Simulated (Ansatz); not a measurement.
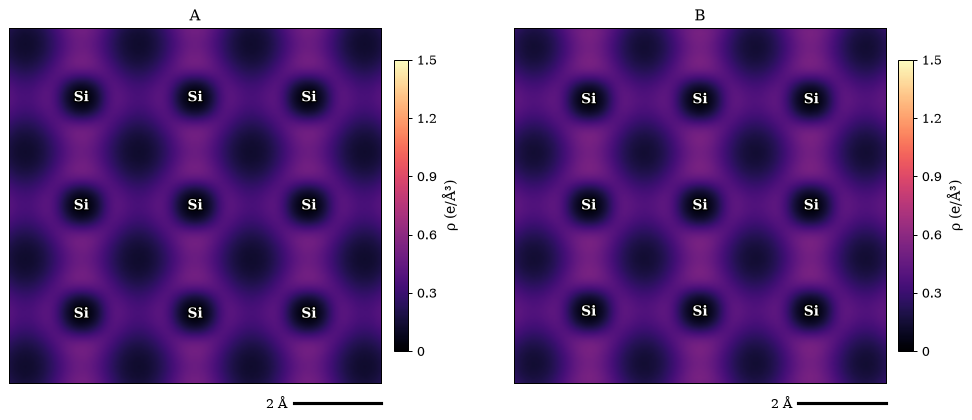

Si. The valence electron density of two cells that differ in size, on the (010) plane of each (indices in the axes of the calculation cell), at one length scale and on one colour scale; one has 13.6 and the other 14.5 Å³ an atom.

Level of theory: DFT r2SCAN, scalar-relativistic, plane waves, PAW (Ansatz 0.2.0).

The density is the valence pseudo-density of a PAW calculation; it isn't the true density close to the nuclei.

The larger cell:

```
Si
1.0
     2.60038    0.00000    0.00000
    -1.30019    2.25199    0.00000
     0.00000    0.00000    2.47253
Si
1
Direct
  0.00000 0.00000 0.00000
```

The smaller cell: a = 2.543 Å, b = 2.543 Å, c = 2.426 Å, α = 90.00°, β = 90.00°, γ = 120.00°.

### Which panel shows the smaller cell, and what does the compression change?

Panel B is the smaller cell, by 6 % in volume. From the larger cell to the smaller, Si–Si goes from 2.47 to 2.43 Å, and the density at its midpoint from 0.47 to 0.5 e/Å³; the pressure goes from 3.6 to 13 GPa.
